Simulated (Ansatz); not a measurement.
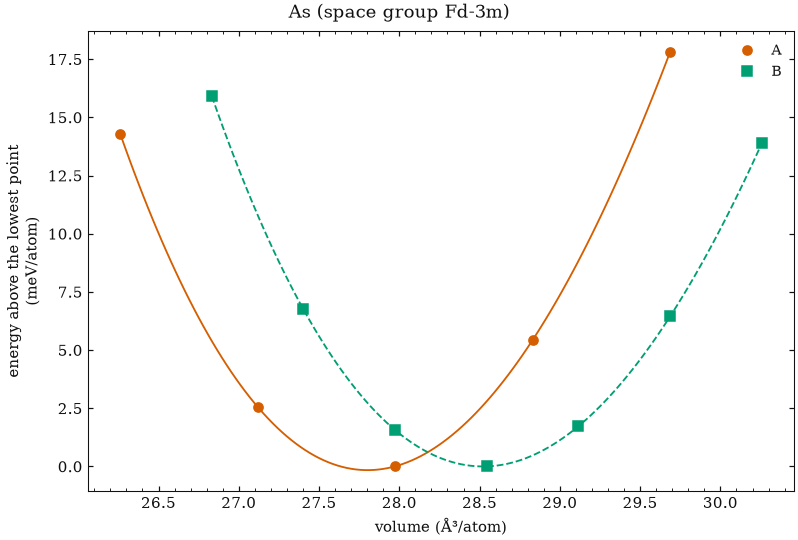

The plot gives the computed energy above the lowest point against volume, with one curve for each functional, for As (space group Fd-3m). The labels are replaced by letters. In alphabetical order the cases are: PBE; r2SCAN.

Method: equation of state of a cubic crystal from periodic Kohn-Sham density functional theory without spin, third-order Birch-Murnaghan fit to the free energies; pressure corrected for the finite basis (Ansatz 0.2.0 development build).

| setting | value |
| --- | --- |
| structure type | diamond |
| atoms in cell | 2 |
| space group number | 227 |
| lattice centring | face-centred primitive |
| occupation method | Fermi–Dirac |
| datasets | soft-1 PAW |
| density tolerance | 1e−07 eV |
| bands | 19 |
| density cutoff ratio | 4 |
| search for lower states | default |

### Which letter stands for which functional?

A: r2SCAN; B: PBE.

Caveats: cubic model structure, not the ambient form.
